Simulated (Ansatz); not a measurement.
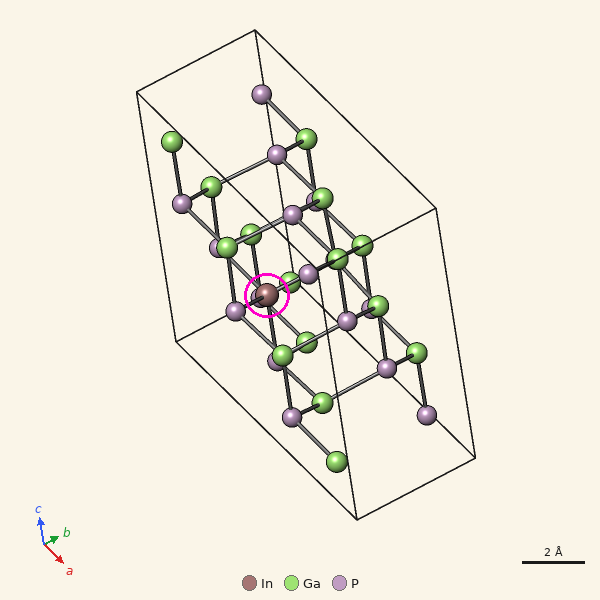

The crystal in a ball-and-stick representation, seen slightly off an axis. The parallelepiped is the supercell. The host is GaP, in a cell of 32 sites, and the cell is neutral. A ring marks the defect's site.

Question: Where does the cell differ from the host, and how?

Answer: Indium on a gallium site (a substitutional impurity). It is bonded to four P in a tetrahedral arrangement at about 2.5 Å.

The atoms were relaxed in the host's cell with DFT PBE, scalar-relativistic, plane waves, PAW in Ansatz 0.2.0.
